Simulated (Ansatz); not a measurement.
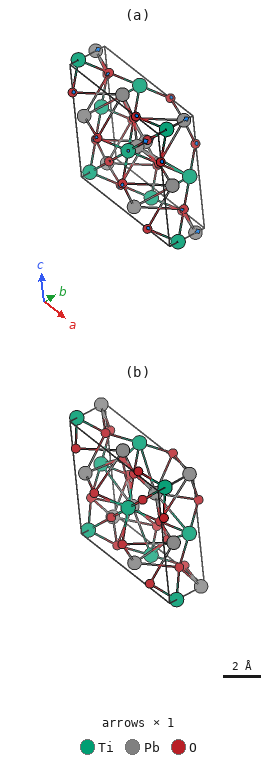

The structure of a defect cell of composition Ti$_{4}$Pb$_{5}$O$_{12}$ before (top) and after (bottom) a relaxation, at one scale. The blue arrows give the displacements, at their true length.

The picture is a ball-and-stick view of the cell of the calculation (origin shifted), seen slightly off an axis.

It is an interstitial Pb in Pm-3m TiPbO3. The run prepares the start of a later molecular dynamics calculation, from a guessed geometry.

These are results of Ansatz, DFT PBEsol, scalar-relativistic, plane waves, PAW, not measurements. Settings: plane-wave cutoff 420 eV; k-point mesh 2 × 2 × 2; occupations fermi dirac; smearing width 0.02 eV; no spin polarisation; atoms relaxed in a fixed cell; force threshold 0.08 eV/Å; at most 25 steps.

Describe what moved and what it gained.

Answer. The energy falls by 43.359 eV per cell of the calculation in 19 accepted moves (20 points after the start). The largest force component goes from 43 to 0.045 eV/Å. The line search rejected the trial step at point 16 of the run. The largest moves, 1.23 Å, are those of Pb atoms. Largest moves by element: Pb 1.23 Å, O 0.42 Å, Ti 0.18 Å. The lattice vectors keep their values. Some distances before and after: Pb–Ti 4.322 → 3.005 Å, Pb–Pb 3.965 → 2.759 Å, Pb–Ti 1.691 → 2.824 Å, O–Pb 1.728 → 2.767 Å. New bonds form: Pb–Pb (3.96 → 2.76 Å), Pb–Ti (4.32 → 3.01 Å). Bond angles that change, for instance: Ti–Pb–Pb 178.3° → 109.3°, Pb–Pb–Pb 100.3° → 164.5°, Ti–O–Pb 125.8° → 83.9°. The run took 7.2 min on 2 threads of AMD EPYC 7571, with other jobs on the host, peak memory 0.86 GiB.

Limits of the set-up: the k-point mesh is coarse for a cell with partly filled bands; the program's low-accuracy preset was used; the periodic images lie only 6.9 Å apart, so the values are limited by the cell's size.
